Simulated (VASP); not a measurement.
Mg: space group P6/mmm (No. 191), a = 3.050 Å, b = 3.050 Å, c = 3.045 Å, α = 90.00°, β = 90.00°, γ = 120.00°. Origin: a cell listed in the Materials Project, as set up for an electronic-structure calculation. Forms under 0.4 % of the area are left out.

Q: Which faces does the BFDH rule predict for this crystal?

A: The forms computed, by share of the surface:

```
 form  faces  d (Å)  share of area (%)
{100}      6  2.642               63.4
{001}      2  3.045               36.6
```

The crystal is roughly equant (blocky). Widths along a, b and c stand as 1.00 : 1.00 : 0.75.

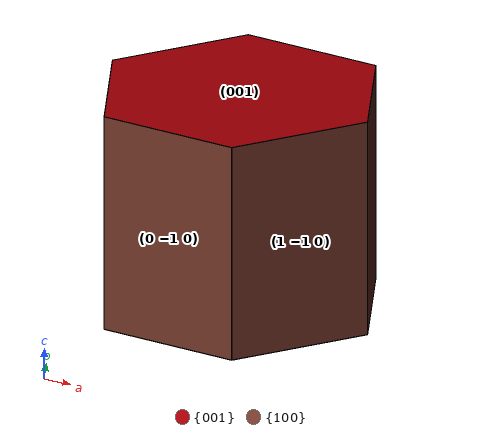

The computed shape, faces indexed. The rule is geometric and ignores bonding and growth conditions.
